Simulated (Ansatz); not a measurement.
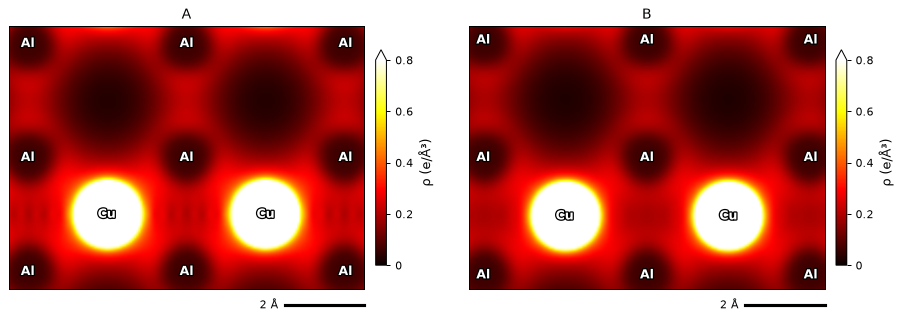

Al$_{2}$Cu. The valence pseudo-density of two cells that differ in size, on the (110) plane of each (indices in the axes of the calculation cell), at one length scale and on one colour scale: B has 16.6 Å³ an atom and A 15.2.

Space group I4/mmm; a structure from a database of computed crystals, not necessarily the ambient phase; computed without spin polarisation.

All numbers below come from DFT PBEsol, scalar-relativistic, plane waves, PAW (Ansatz 0.2.0).

The larger cell:

```cif
data_structure
_symmetry_space_group_name_H-M 'P 1'
_symmetry_Int_Tables_number 1
_cell_length_a 4.1103
_cell_length_b 4.1103
_cell_length_c 4.1103
_cell_angle_alpha 119.024
_cell_angle_beta 119.024
_cell_angle_gamma 91.698
_cell_volume 49.80
loop_
_atom_site_label
_atom_site_type_symbol
_atom_site_fract_x
_atom_site_fract_y
_atom_site_fract_z
_atom_site_occupancy
Al1 Al 0.75000 0.25000 0.50000 1
Al2 Al 0.25000 0.75000 0.50000 1
Cu1 Cu 0.50000 0.50000 0.00000 1
```

The smaller cell: a = 3.989 Å, b = 3.989 Å, c = 3.989 Å, α = 118.99°, β = 118.99°, γ = 91.75°.

> What does the compression do to the bonding and the properties?

From the larger cell to the smaller, Al–Al goes from 2.95 to 2.86 Å, and the density at its midpoint from 0.19 to 0.21 e/Å³; Al–Cu goes from 2.53 to 2.46 Å, and the density at its midpoint from 0.3 to 0.34 e/Å³; the pressure goes from −5 to 3.5 GPa.
